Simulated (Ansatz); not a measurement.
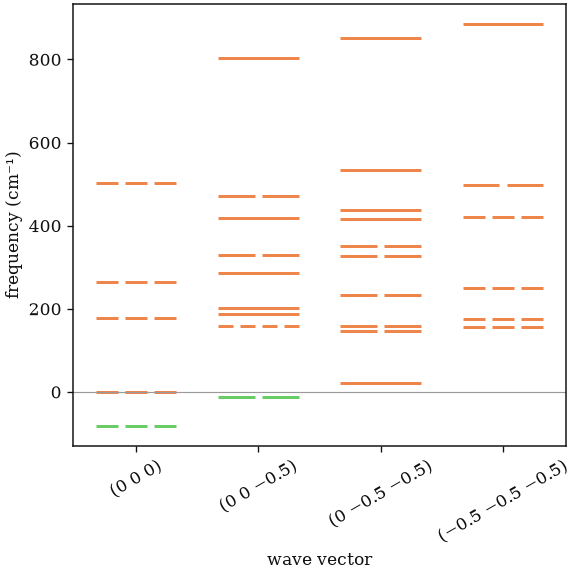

The figure shows the phonon frequencies at several wave vectors (in fractions of the reciprocal vectors of the given cell) for KTaO₃, space group Pm-3m (No. 221) (cell built by us, not taken from a database). Imaginary frequencies are drawn as negative.

Starting cell:
```yaml
crystal:
  lattice:
    - [4.02442, 0.00000, 0.00000]
    - [0.00000, 4.02442, 0.00000]
    - [0.00000, 0.00000, 4.02442]
  atoms:
    - { symbol: K, position: [0.00000, 0.00000, 0.00000] }
    - { symbol: Ta, position: [0.50000, 0.50000, 0.50000] }
    - { symbol: O, position: [0.50000, 0.00000, 0.50000] }
    - { symbol: O, position: [0.50000, 0.50000, 0.00000] }
    - { symbol: O, position: [0.00000, 0.50000, 0.50000] }
```

Calculation (Ansatz 0.2.0): harmonic phonon frequencies at the irreducible points of a q mesh with atoms at rest in the given cell, q in fractions of the reciprocal cell vectors, no long-range term at q = 0, imaginary frequencies are negative, the first points where there are many; plane waves with PAW datasets. Level: PBE, no spin polarisation.

```json
{"setting": "wave cutoff", "value": "420 eV"}
{"setting": "k mesh", "value": "8×8×8"}
{"setting": "occupations", "value": "fixed"}
{"setting": "pressure", "value": "0 GPa"}
{"setting": "phonon method", "value": "linear response"}
{"setting": "q mesh", "value": "2×2×2"}
```

Is the structure dynamically stable by these modes?

Imaginary modes appear at (0 0 0) and (0 0 −0.5), the softest at 81.1i cm⁻¹, so the structure is dynamically unstable.

What is the highest frequency?

The highest mode among the wave vectors computed lies at 884.7 cm⁻¹, at (−0.5 −0.5 −0.5) (at the zone centre itself the field of polar modes is left out).

Keep in mind: vibrations at or below zero.
